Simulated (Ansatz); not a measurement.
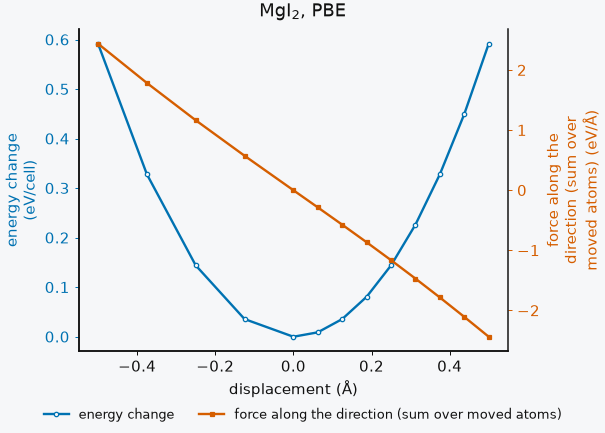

Computed with Ansatz 0.2.0: all atoms of one element of a crystal moved along a line, all else fixed, by plane-wave density functional theory with PAW datasets, free energies less that of the undisturbed cell; scalar-relativistic. Level: PBE, no spin polarisation.

wave cutoff 420 eV; k mesh 6×6×4; occupations Gaussian; smearing width 0.05 eV; k shift (0, 0, 0) (mesh steps); start as given; moved element I; direction (−0.5065, −0.2924, 0.8112) (Cartesian unit vector).

The given structure:
```
CELL_PARAMETERS angstrom
4.15370 0.00000 0.00000
-2.07685 3.59721 0.00000
0.00000 0.00000 6.86200
ATOMIC_POSITIONS crystal
Mg 0.00000 0.00000 0.00000
I 0.33333 0.66667 0.75763
I 0.66667 0.33333 0.24237
```

Caption: Energy change and force along the direction (sum over moved atoms) against displacement for MgI₂, space group P-3m1 (No. 164).

The points at displacement −0.375, −0.125, 0.25 and 0.5 follow from computed ones by symmetry.

The energy rises on both sides of the starting structure, which is therefore a minimum along this path. The energy change is 0.5917 eV/cell at displacement −0.5000 Å and 0.5917 eV/cell at 0.5000 Å; the lowest computed point is at displacement 0.0000 Å (0.0000 eV/cell). The force along the direction (sum over moved atoms) falls from 2.44 eV/Å at displacement −0.5000 Å to −2.44 eV/Å at 0.5000 Å, and changes sign near 0.00 Å. The harmonic force constant k (E = k x²/2 near the start) is 4.56 eV/Å².

Caveats: reference crystal is not relaxed.
